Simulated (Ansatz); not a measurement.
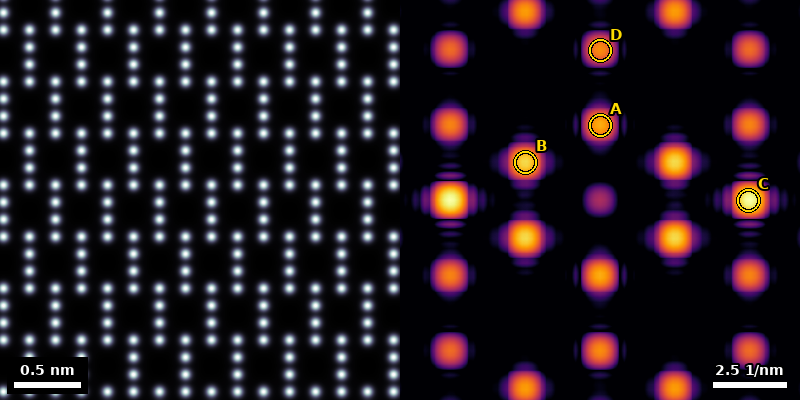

Z-contrast image of a crystal. The image is simulated as a sum over atoms of Z^1.7, blurred by a 0.65 Å probe (no channelling). The probe carries 15 % of its weight in a tail 2.5 times as wide.

The right panel is the modulus of the image's Fourier transform on a logarithmic scale.

Question: Which lattice spacings do the marked spots stand for, and what angle do A and B enclose?

Answer: A: 3.9 Å, B: 3.5 Å, C: 2.0 Å, D: 1.9 Å; A and B enclose about 63°.

The crystal is Se (P6_3/mmc, No. 194) along [101]; the spots are (010), (-1 1 1), (2 -1 -2) and (020). Atomic positions: coordinates from a relaxation with DFT PBE, scalar-relativistic, plane waves, PAW (Ansatz 0.2.0); the starting structure was generated, so it need not be a known form of this composition.
